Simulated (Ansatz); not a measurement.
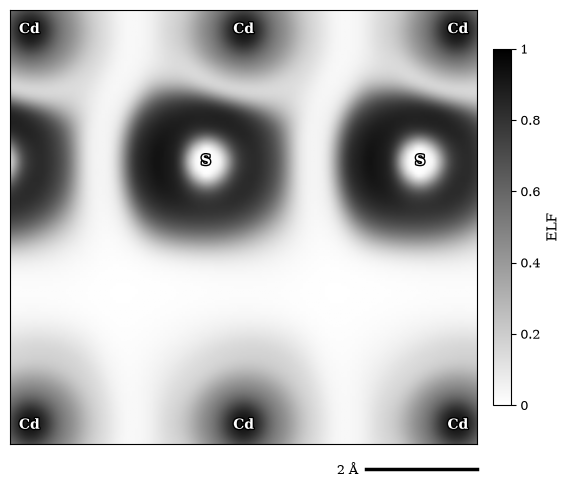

CdS. Electron localisation function on the (110) plane of the conventional cell.

Space group P3m1; a structure from a database of computed crystals, not necessarily the ambient phase.

Computed with Kohn-Sham DFT of a periodic cell, PBE with D4, Ansatz PAW (Ansatz).

> Interpret the plot.

The section cuts through Cd and S sites. Cd–S (2.47 Å): the ELF peaks at about 0.85 in the valence shell of S, 0.8 Å from its nucleus, and is about 0.35 at the midpoint. The ELF also peaks beside S, away from the bonds: lone-pair regions. The features right at Cd lie inside the PAW spheres, where the map follows smoothed inner orbitals and isn't to be read closely.

> Does the calculation give a band gap?

It is gapped, with a Kohn–Sham gap of 0.93 eV on the k-point mesh (the band edges may lie off the mesh, which would make the gap smaller).
